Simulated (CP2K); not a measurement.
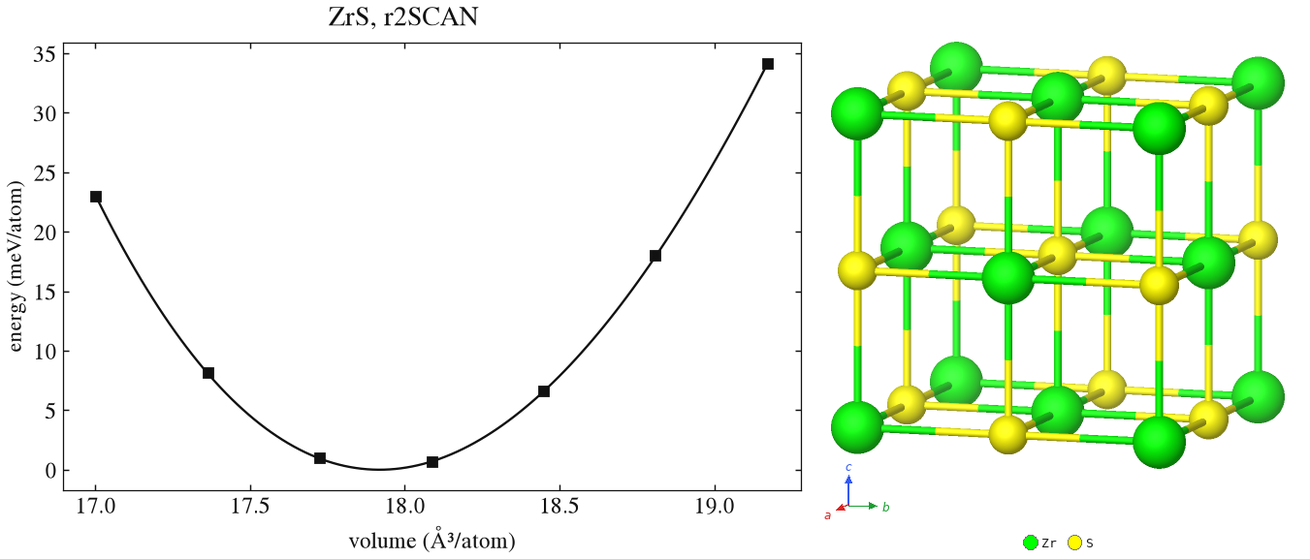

Plotted: energy against volume for ZrS, space group Fm-3m (No. 225). The conventional cell is drawn beside the plot.

The given structure:
```yaml
crystal:
  lattice:
    - [3.71231, 0.00000, 0.00000]
    - [1.85616, 3.21496, 0.00000]
    - [1.85616, 1.07165, 3.03109]
  atoms:
    - { symbol: Zr, position: [0.00000, 0.00000, 0.00000] }
    - { symbol: S, position: [0.50000, 0.50000, 0.50000] }
```

Calculation (CP2K 2026.2): DFT in Gaussian orbitals with a plane-wave density, no spin polarisation; energies at scaled volumes of the given cell, shape and fractions fixed, counted from the fit's minimum, third-order Birch-Murnaghan fit. Level: r2SCAN.

- k mesh: 9×9×9
- occupations: Fermi–Dirac
- smearing width: 0.01 eV
- potentials: GTH SCAN with UZH TZVP basis
- density cutoff: 9524 eV
- program settings: ngrids 5, basis sets Zr TZVP-MOLOPT-SCAN-GTH-q12, basis sets S TZVP-MOLOPT-SCAN-GTH-q6, cutoff ry 700 Ry, rel cutoff ry 60 Ry

From this curve and the settings, what does the calculation give for the pressure at the same points?

The pressure falls from 8.41 GPa at volume 17.00 Å³/atom to −8.25 GPa at 19.17 Å³/atom, and changes sign near 17.92 Å³/atom.

| volume (Å³/atom) | pressure (GPa) |
| --- | --- |
| 17.00 | 8.41 |
| 17.36 | 4.81 |
| 17.73 | 1.58 |
| 18.09 | −1.30 |
| 18.45 | −3.88 |
| 18.81 | −6.19 |
| 19.17 | −8.25 |
